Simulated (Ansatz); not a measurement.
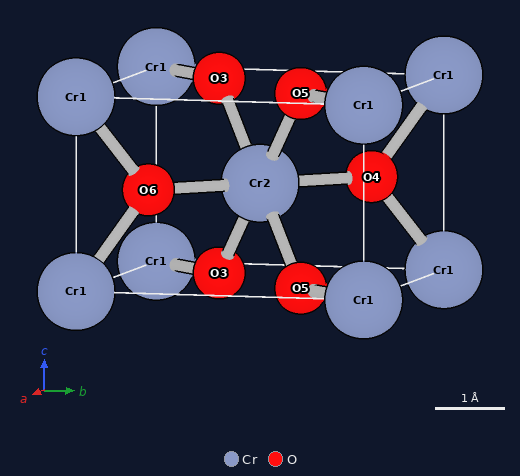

The input geometry (ball-and-stick view of the cell of the calculation, seen slightly off an axis; atoms are numbered from 1 in the order of the input). Near neighbours in the crystal (not all of them lie inside the picture): Cr has 6 O at 1.88 Å; O has 3 Cr at 1.88 Å.

Phonon calculation of CrO2 (part 1 of 2)

CrO2 (P4₂/mnm, 6 atoms in the cell), computed with DFT, LDA, all-electron LAPW, scalar-relativistic; harmonic phonons by finite displacements, spin-polarised (Ansatz 0.2.0).

The structure derives from an entry of the Crystallography Open Database. It belongs to a series of runs on one base structure; here: volume scaled by 1.015. Figures and captions count atoms from 1; the log counts them from 0 in places.

The input:
```yaml
crystal:
  lattice:
    - [4.37535025397, 0.0, 0.0]
    - [0.0, 4.37535025397, 0.0]
    - [0.0, 0.0, 2.869130403]
  atoms:
    - { symbol: Cr, position: [0.0, 0.0, 0.0], spin: 1.6 }
    - { symbol: Cr, position: [0.5, 0.5, 0.5], spin: 1.6 }
    - { symbol: O, position: [0.303448607447, 0.303448607447, 0.0] }
    - { symbol: O, position: [0.196551392553, 0.803448607447, 0.5] }
    - { symbol: O, position: [0.696551392553, 0.696551392553, 0.0] }
    - { symbol: O, position: [0.803448607447, 0.196551392553, 0.5] }
magnetization:
  spin_polarized: true
kpoints:
  mp_grid: { grid: [6, 6, 8] }
scf:
  occupations: { method: fermi_dirac, width: 0.05 }
hamiltonian:
  xc: lda
  pseudopotentials: { kind: all_electron, lapw: { basis_error: 0.001 } }
phonons:
  supercell: [1, 1, 1]
```

Launched with:
```bash
ansatz run input.yaml --threads 2 --pin off --max-ram 10240MiB --backend cpu --events-out ev --progress --plain --runs-dir out
```

What the program printed:
```
LAPW: plane waves up to 11.326 Å⁻¹, error target 1.0e-3 eV per atom; small_component_spin mean_spin; O in spheres of 0.829 Å, 8 of its electrons in bands, Dirac shells []; Cr in spheres of 0.992 Å, 22 of its electrons in bands, Dirac shells [] (how accurate: hamiltonian.pseudopotentials.lapw.basis_error, Limitations)
Engine: ansatz 0.2.0, x86_64-unknown-linux-gnu
Pseudopotentials: kind: all_electron
Pseudopotential: Cr, LAPW, valence charge 22, lapw/all_electron/scalar/gaussian/Cr, Koelling and Harmon's equation, gaussian nucleus
Pseudopotential: O, LAPW, valence charge 8, lapw/all_electron/scalar/gaussian/O, Koelling and Harmon's equation, gaussian nucleus
Functional definition: SPW92
  exchange = slater_x
  correlation = pw_c
Crystal: 6 atoms, lattice volume = 54.926 Å³
Basis set: ecut = 488.73567792678705 eV, 1339 PW (Γ), exchange–correlation at level 2
Bands: 48, of which v1, the nominal top of the filled ones, is band 38 counted from 1 (37 counted from 0)
Symmetry: 16 space group operations
Space group: P42/mnm (ITA 136), of the structure as read, at distance tolerance 3.8e-5 Å
Magnetic group: BNS 136.495 (UNI 1155), of the structure as read, at distance tolerance 3.8e-5 Å
k-points: 50 of 288
Non-local potential: Cr, projectors of the file, none
Non-local potential: O, projectors of the file, none
Initial density: superposition of atomic densities (chi_scale 0.1, normalization cell, long waves kept (reshape's long-wave potential 0.00 eV rms))
Starting moments: Σ|m| = 3.2 μB on 2 of 6 sites
Initial wavefunctions: plane waves of lowest kinetic energy (no species holds an atomic orbital)
Functional: x = slater, c = lda
SCF 1 converged in 11 iterations: F = -65229.042892 eV  dr2 = 4.03e-9
a single point of the input's cell can leave the moments in the input for a lower state (scf.lower_state_search): this run first made a single point of its cell. This run's own SCFs start from the density of the state that the single point found, with the moments in the input. The single point stayed on the moments in the input.
Initial density: read from a saved state, or passed on in memory by an earlier SCF of this step, an earlier step, the calling program or the single point that the run made first
Stability of the state it starts from, as read at its close in the collinear treatment: not read negative (Ritz values of 1 − χ₀K, real part plus size of imaginary part, from 0.92 to 0.99, by its mixing steps under the symmetry group of the SCF that read it); its run was given moments
Starting moments: Σ|m| = 3.2 μB on 2 of 6 sites; this step starts from the density that it was given
iter 1 solved again at ethr=8.07e-8 eV; its pass at ethr=1.00e-1 eV (dr2=6.14e-5 eV) is discarded
SCF iter   1: F=—  HF=-65229.042892 eV  |F-HF|=—  |Δ(HF+E_count)|=         —  Δρ=1.28e-6 (↑1.28e-6 ↓1.27e-6)  dr2=3.67e-9  dr2_m=1.31e-12  M=4.000 μB ∫|m|=4.309 μB  β_m=0.65  ethr=8.07e-8  ⟨swp⟩=4.8  Hψ=38961  notcnv=0
the basis was enlarged: its passes take 1.5 MiB over the memory plan, 2 of 2 planned eigensolver slots
preconditioner: auto → Kerker (q_TF=auto, 2.461 Å⁻¹)  [metal: Δε(μ)=0.057 eV  Ē_g=11.409 eV  σ=0.050 eV  W_gap=0.27  n_scr=10 (ndim 8)  ℏωp=30.1 eV  f_vac=0.068  D(μ)=1.65/eV (n_scr^D=10)]
spin=Collinear: Kerker preconditioning applied to the charge; magnetization (m = ρ↑ − ρ↓) channel mixes plain (no charge-response kernel on spin).
SCF iter   2: F=—  HF=-65229.042892 eV  |F-HF|=—  |Δ(HF+E_count)|=   1.79e-7  Δρ=7.10e-7 (↑6.78e-7 ↓7.10e-7)  dr2=1.18e-9  dr2_m=3.38e-12  M=4.000 μB ∫|m|=4.309 μB  β_m=0.60  ethr=2.93e-11 (applied; sched 4.83e-12)  ⟨swp⟩=5.0  Hψ=19018  notcnv=0
SCF iter   3: F=-65229.042892 eV  HF=-65229.042892 eV  |F-HF|=6.55e-10  |Δ(HF+E_count)|=  3.49e-10  Δρ=5.91e-7 (↑5.91e-7 ↓5.64e-7)  dr2=7.84e-10  dr2_m=8.97e-13  M=4.000 μB ∫|m|=4.309 μB  ethr=2.12e-11 (applied; sched 1.56e-12)  ⟨swp⟩=2.0  Hψ=14252  notcnv=0
SCF 2 converged in 3 iterations: F = -65229.042892 eV  dr2 = 7.84e-10
Symmetry: 1 space group operations
k-points: 148 of 288 (time reversal used)
Initial density: handed on by an earlier stage of this run
Initial wavefunctions: plane waves of lowest kinetic energy (no species holds an atomic orbital; no wavefunctions were taken with the density)
iter 1 solved again at ethr=2.69e-7 eV; its pass at ethr=1.00e-1 eV (dr2=2.05e-4 eV) is discarded
SCF iter   1: F=—  HF=-65229.042010 eV  |F-HF|=—  |Δ(HF+E_count)|=         —  Δρ=4.04e-4 (↑2.61e-4 ↓4.04e-4)  dr2=1.54e-4  dr2_m=8.17e-6  M=4.000 μB ∫|m|=4.309 μB  β_m=0.30  ethr=2.69e-7  ⟨swp⟩=4.1  Hψ=109164  notcnv=0
preconditioner: auto → Kerker (q_TF=auto, 2.880 Å⁻¹)  [metal: Δε(μ)=0.054 eV  Ē_g=11.409 eV  σ=0.050 eV  W_gap=0.26  n_scr=22 (ndim 8)  ℏωp=30.1 eV  f_vac=0.068  D(μ)=1.65/eV (n_scr^D=10)]
spin=Collinear: Kerker preconditioning applied to the charge; magnetization (m = ρ↑ − ρ↓) channel mixes plain (no charge-response kernel on spin).
SCF iter   2: F=—  HF=-65229.041979 eV  |F-HF|=—  |Δ(HF+E_count)|=   3.05e-5  Δρ=2.62e-4 (↑1.88e-4 ↓2.62e-4)  dr2=6.42e-5  dr2_m=5.78e-6  M=4.000 μB ∫|m|=4.309 μB  β_m=0.37  ethr=2.02e-7  ⟨swp⟩=2.0  Hψ=42187  notcnv=0
SCF iter   3: F=—  HF=-65229.041975 eV  |F-HF|=—  |Δ(HF+E_count)|=   4.20e-6  Δρ=1.86e-4 (↑1.39e-4 ↓1.86e-4)  dr2=4.08e-5  dr2_m=2.74e-6  M=4.000 μB ∫|m|=4.309 μB  β_m=0.61  ethr=8.45e-8  ⟨swp⟩=2.0  Hψ=42187  notcnv=0
SCF iter   4: F=—  HF=-65229.041986 eV  |F-HF|=—  |Δ(HF+E_count)|=   1.04e-5  Δρ=2.86e-4 (↑2.86e-4 ↓1.02e-4)  dr2=1.44e-4  dr2_m=7.20e-6  M=4.000 μB ∫|m|=4.309 μB  β_m=0.31  ethr=5.36e-8  ⟨swp⟩=2.0  Hψ=42187  notcnv=0  recentre
SCF iter   5: F=—  HF=-65229.041970 eV  |F-HF|=—  |Δ(HF+E_count)|=   1.55e-5  Δρ=6.69e-5 (↑5.11e-5 ↓6.69e-5)  dr2=7.87e-6  dr2_m=2.51e-7  M=4.000 μB ∫|m|=4.309 μB  β_m=0.54  ethr=5.36e-8  ⟨swp⟩=2.0  Hψ=42187  notcnv=0
SCF iter   6: F=—  HF=-65229.041969 eV  |F-HF|=—  |Δ(HF+E_count)|=   1.48e-6  Δρ=2.65e-5 (↑2.65e-5 ↓2.39e-5)  dr2=1.90e-6  dr2_m=7.60e-9  M=4.000 μB ∫|m|=4.309 μB  β_m=0.43  ethr=1.04e-8  ⟨swp⟩=2.4  Hψ=42378  notcnv=0
SCF iter   7: F=—  HF=-65229.041968 eV  |F-HF|=—  |Δ(HF+E_count)|=   5.09e-7  Δρ=1.09e-5 (↑1.01e-5 ↓1.09e-5)  dr2=4.03e-7  dr2_m=5.33e-9  M=4.000 μB ∫|m|=4.309 μB  β_m=0.57  ethr=2.50e-9  ⟨swp⟩=2.0  Hψ=42187  notcnv=0
SCF iter   8: F=—  HF=-65229.041968 eV  |F-HF|=—  |Δ(HF+E_count)|=   7.48e-8  Δρ=5.52e-6 (↑4.94e-6 ↓5.52e-6)  dr2=1.17e-7  dr2_m=1.17e-9  M=4.000 μB ∫|m|=4.309 μB  β_m=0.79  ethr=5.30e-10  ⟨swp⟩=2.0  Hψ=42187  notcnv=0
SCF iter   9: F=—  HF=-65229.041968 eV  |F-HF|=—  |Δ(HF+E_count)|=   2.24e-8  Δρ=1.89e-6 (↑1.89e-6 ↓1.89e-6)  dr2=1.67e-8  dr2_m=1.68e-10  M=4.000 μB ∫|m|=4.309 μB  β_m=0.85  ethr=1.54e-10  ⟨swp⟩=2.0  Hψ=42187  notcnv=0
SCF iter  10: F=—  HF=-65229.041968 eV  |F-HF|=—  |Δ(HF+E_count)|=   2.31e-9  Δρ=1.64e-6 (↑1.64e-6 ↓1.37e-6)  dr2=6.28e-9  dr2_m=3.03e-11  M=4.000 μB ∫|m|=4.309 μB  β_m=0.65  ethr=2.20e-11  ⟨swp⟩=2.0  Hψ=42191  notcnv=0
SCF iter  11: F=-65229.041968 eV  HF=-65229.041968 eV  |F-HF|=7.20e-10  |Δ(HF+E_count)|=   2.06e-9  Δρ=6.88e-7 (↑6.88e-7 ↓5.35e-7)  dr2=7.59e-10  dr2_m=2.03e-11  M=4.000 μB ∫|m|=4.309 μB  ethr=2.12e-11 (applied; sched 8.26e-12)  ⟨swp⟩=2.0  Hψ=42187  notcnv=0
SCF 3 converged in 11 iterations: F = -65229.041968 eV  dr2 = 7.59e-10
Symmetry: 2 space group operations
k-points: 100 of 288 (time reversal used)
iter 1 solved again at ethr=3.78e-7 eV; its pass at ethr=1.00e-1 eV (dr2=2.87e-4 eV) is discarded
SCF iter   1: F=—  HF=-65229.042357 eV  |F-HF|=—  |Δ(HF+E_count)|=         —  Δρ=4.00e-4 (↑3.55e-4 ↓4.00e-4)  dr2=2.07e-4  dr2_m=2.42e-5  M=4.000 μB ∫|m|=4.309 μB  β_m=0.30  ethr=3.78e-7  ⟨swp⟩=4.1  Hψ=73631  notcnv=0
preconditioner: auto → Kerker (q_TF=auto, 2.880 Å⁻¹)  [metal: Δε(μ)=0.044 eV  Ē_g=11.408 eV  σ=0.050 eV  W_gap=0.21  n_scr=22 (ndim 8)  ℏωp=30.1 eV  f_vac=0.068  D(μ)=1.67/eV (n_scr^D=10)]
spin=Collinear: Kerker preconditioning applied to the charge; magnetization (m = ρ↑ − ρ↓) channel mixes plain (no charge-response kernel on spin).
SCF iter   2: F=—  HF=-65229.042325 eV  |F-HF|=—  |Δ(HF+E_count)|=   3.21e-5  Δρ=3.21e-4 (↑2.12e-4 ↓3.21e-4)  dr2=1.80e-4  dr2_m=7.88e-6  M=4.000 μB ∫|m|=4.309 μB  β_m=0.48  ethr=2.72e-7  ⟨swp⟩=2.0  Hψ=28503  notcnv=0
SCF iter   3: F=—  HF=-65229.042338 eV  |F-HF|=—  |Δ(HF+E_count)|=   1.27e-5  Δρ=5.90e-4 (↑5.90e-4 ↓1.58e-4)  dr2=3.79e-4  dr2_m=4.24e-5  M=4.000 μB ∫|m|=4.309 μB  β_m=0.10  ethr=2.37e-7  ⟨swp⟩=2.0  Hψ=28503  notcnv=0  recentre
SCF iter   4: F=—  HF=-65229.042305 eV  |F-HF|=—  |Δ(HF+E_count)|=   3.25e-5  Δρ=2.39e-4 (↑1.86e-4 ↓2.39e-4)  dr2=8.62e-5  dr2_m=6.87e-6  M=4.000 μB ∫|m|=4.309 μB  β_m=0.28  ethr=2.37e-7  ⟨swp⟩=2.0  Hψ=28503  notcnv=0
iter 5 solved again at ethr=5.43e-9 eV; its pass at ethr=1.13e-7 eV (dr2=4.13e-6 eV) is discarded
SCF iter   5: F=—  HF=-65229.042280 eV  |F-HF|=—  |Δ(HF+E_count)|=   2.46e-5  Δρ=4.91e-5 (↑4.91e-5 ↓3.91e-5)  dr2=4.11e-6  dr2_m=3.15e-7  M=4.000 μB ∫|m|=4.309 μB  β_m=0.45  ethr=5.43e-9  ⟨swp⟩=2.0  Hψ=48692  notcnv=0
SCF iter   6: F=—  HF=-65229.042279 eV  |F-HF|=—  |Δ(HF+E_count)|=   1.23e-6  Δρ=1.55e-5 (↑1.55e-5 ↓1.48e-5)  dr2=7.07e-7  dr2_m=8.57e-9  M=4.000 μB ∫|m|=4.309 μB  β_m=0.54  ethr=5.41e-9  ⟨swp⟩=2.0  Hψ=28504  notcnv=0
SCF iter   7: F=—  HF=-65229.042279 eV  |F-HF|=—  |Δ(HF+E_count)|=   4.38e-8  Δρ=1.27e-5 (↑1.27e-5 ↓1.17e-5)  dr2=4.37e-7  dr2_m=4.31e-9  M=4.000 μB ∫|m|=4.309 μB  β_m=0.47  ethr=9.31e-10  ⟨swp⟩=2.0  Hψ=28503  notcnv=0
SCF iter   8: F=—  HF=-65229.042279 eV  |F-HF|=—  |Δ(HF+E_count)|=   7.47e-8  Δρ=8.23e-6 (↑8.23e-6 ↓7.18e-6)  dr2=2.18e-7  dr2_m=4.76e-9  M=4.000 μB ∫|m|=4.309 μB  β_m=0.57  ethr=5.75e-10  ⟨swp⟩=2.0  Hψ=28503  notcnv=0
SCF iter   9: F=—  HF=-65229.042279 eV  |F-HF|=—  |Δ(HF+E_count)|=   3.53e-8  Δρ=5.12e-6 (↑5.12e-6 ↓2.70e-6)  dr2=5.95e-8  dr2_m=2.29e-9  M=4.000 μB ∫|m|=4.309 μB  β_m=0.66  ethr=2.87e-10  ⟨swp⟩=2.0  Hψ=28503  notcnv=0
SCF iter  10: F=—  HF=-65229.042279 eV  |F-HF|=—  |Δ(HF+E_count)|=   8.02e-9  Δρ=2.78e-6 (↑2.78e-6 ↓1.84e-6)  dr2=2.19e-8  dr2_m=4.00e-10  M=4.000 μB ∫|m|=4.309 μB  β_m=0.55  ethr=7.83e-11  ⟨swp⟩=2.0  Hψ=28503  notcnv=0
SCF iter  11: F=—  HF=-65229.042279 eV  |F-HF|=—  |Δ(HF+E_count)|=   4.05e-9  Δρ=1.27e-6 (↑1.27e-6 ↓9.62e-7)  dr2=3.71e-9  dr2_m=1.22e-10  M=4.000 μB ∫|m|=4.309 μB  β_m=0.73  ethr=2.89e-11  ⟨swp⟩=2.0  Hψ=28503  notcnv=0
SCF iter  12: F=—  HF=-65229.042279 eV  |F-HF|=—  |Δ(HF+E_count)|=  2.69e-10  Δρ=1.07e-6 (↑1.07e-6 ↓4.81e-7)  dr2=2.26e-9  dr2_m=7.94e-11  M=4.000 μB ∫|m|=4.309 μB  β_m=0.72  ethr=2.12e-11 (applied; sched 4.89e-12)  ⟨swp⟩=2.0  Hψ=28503  notcnv=0
SCF iter  13: F=—  HF=-65229.042279 eV  |F-HF|=—  |Δ(HF+E_count)|=  1.82e-10  Δρ=9.97e-7 (↑9.97e-7 ↓2.21e-7)  dr2=1.82e-9  dr2_m=9.86e-11  M=4.000 μB ∫|m|=4.309 μB  β_m=0.60  ethr=2.12e-11 (applied; sched 2.97e-12)  ⟨swp⟩=2.0  Hψ=28503  notcnv=0
SCF iter  14: F=-65229.042279 eV  HF=-65229.042279 eV  |F-HF|=3.49e-10  |Δ(HF+E_count)|=  7.28e-11  Δρ=3.00e-7 (↑3.00e-7 ↓1.70e-7)  dr2=2.49e-10  dr2_m=6.12e-12  M=4.000 μB ∫|m|=4.309 μB  ethr=2.12e-11 (applied; sched 2.39e-12)  ⟨swp⟩=2.0  Hψ=28503  notcnv=0
SCF 4 converged in 14 iterations: F = -65229.042279 eV  dr2 = 2.49e-10
iter 1 solved again at ethr=2.97e-7 eV; its pass at ethr=1.00e-1 eV (dr2=2.26e-4 eV) is discarded
```
